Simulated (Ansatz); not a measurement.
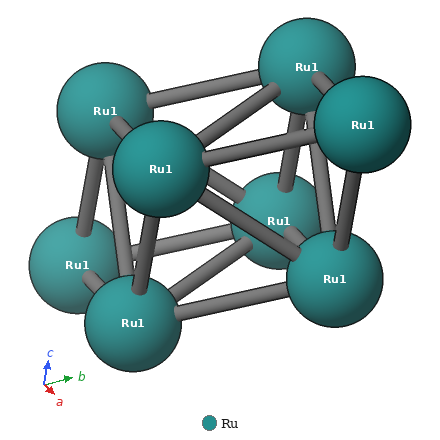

The system is Ru (Fm-3m, No. 225; 1 atom in the cell); the picture shows the reference structure. 
- The energy is mapped over volume and the cell's shape.
- Coordinates scanned: (1) volume per atom; (2) c/a of the conventional cell.
- Nothing is relaxed (symmetry fixes all fractional coordinates).
- The grid has 7 × 9 points.
- Points are written as (first, second).
- All energies are given in meV/atom relative to the lowest grid point.
- Method: DFT PBE, scalar-relativistic, plane waves, PAW in Ansatz. Settings: cutoff 420 eV, k-mesh 22×22×22, gaussian smearing 0.15 eV, no spin polarisation.

Its coordinates:

```yaml
crystal:
  lattice:
    - [0.00000, 1.90508, 1.90508]
    - [1.90508, 0.00000, 1.90508]
    - [1.90508, 1.90508, 0.00000]
  atoms:
    - { symbol: Ru, position: [0.00000, 0.00000, 0.00000] }
```

The input of one point:

```yaml
crystal:
  lattice:
    - [0.0, 1.9050840393, 1.9050840393]
    - [1.9050840393, 0.0, 1.9050840393]
    - [1.9050840393, 1.9050840393, 0.0]
  atoms:
    - { symbol: Ru, position: [0.0, 0.0, 0.0] }
basis:
  ecutwfc: 420
kpoints:
  mp_grid: { grid: [22, 22, 22] }
hamiltonian:
  xc: pbe
scf:
  occupations: { method: gaussian, width: 0.15 }
output:
  forces: true
  stress: true
  eigenvalues: true
  write_density: true
  write_potential: true
  elf: true
  volumetric_format: npy
```

Range: volume per atom from 12.722 to 14.935 Å³; c/a of the conventional cell from 0.629 to 1.167.

What landscape does the calculation give?

The lowest grid point is at (13.828 Å³, 1.000) [fcc]. No other kind of well shows on this grid. The highest grid point, (12.722 Å³, 0.680), lies 671 meV/atom above the lowest. Round the minimum the two coordinates are nearly uncoupled.

```csv
"c/a of the conventional cell ↓, volume per atom →",12.722,13.091,13.460,13.828,14.197,14.566,14.935
1.167,319,251,208,189,188,204,235
1.080,152,92,57,45,52,75,112
1.000,100,42,10,0,9,34,72
0.926,150,90,56,44,51,74,111
0.857,298,232,192,175,176,195,227
0.793,503,429,382,357,352,364,390
0.734,665,586,533,503,493,500,521
0.680,671,591,538,508,498,504,525
0.629,620,540,487,457,447,453,475
```

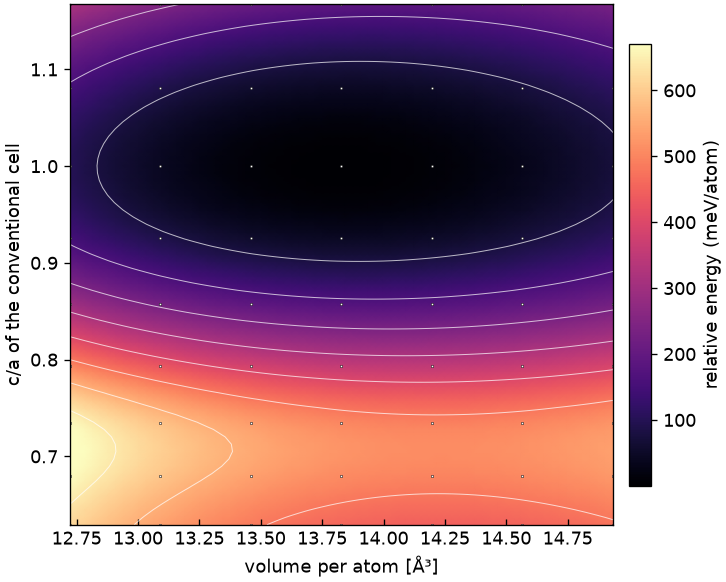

In the figure: a smooth colour map with a few white contour lines, dots at the grid points. Between grid points the surface is interpolated.

Each point was launched as `ansatz run input.yaml --threads 1 --pin off --max-ram 2048MiB --backend cpu --events-out ev --progress --plain --runs-dir out`. Time for the 63 points that were run: 4.1 min on 1 thread of Intel(R) Xeon(R) 6975P-C (Granite Rapids), on a shared host.
